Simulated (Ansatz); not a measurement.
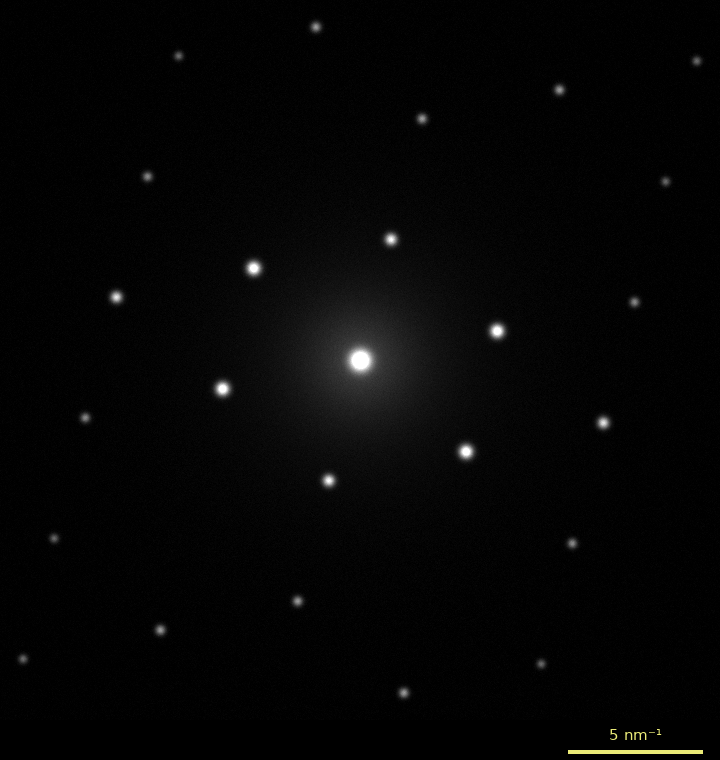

The pattern is a kinematic simulation for 120 kV electrons (no multiple scattering; isotropic B = 0.8 Å²).

Candidate phases (model or computed cells):
A. Mo, space group P6_3/mmc (No. 194), a = 2.756 Å, c = 4.900 Å (hexagonal axes)
B. Ni, space group P6_3/mmc (No. 194), a = 2.47 Å, c = 4.13 Å (hexagonal axes)
C. Al, space group P6_3/mmc (No. 194), a = 2.879 Å, c = 4.604 Å (hexagonal axes)
D. Al, space group P6_3/mmc (No. 194), a = 2.88 Å, c = 4.65 Å (hexagonal axes)

Which candidate gives this pattern, and along which zone?

Answer. Candidate B (Ni), along [101] or an equivalent direction. The spots form a centred rectangular net whose two shortest vectors correspond to d = 2.14 Å and 1.90 Å, 63.7° apart. They index as 0 1 0 and 1 0 -1; no zone of the other candidates with indices up to 3 has this net. Some points of the net are extinct or too weak to see.
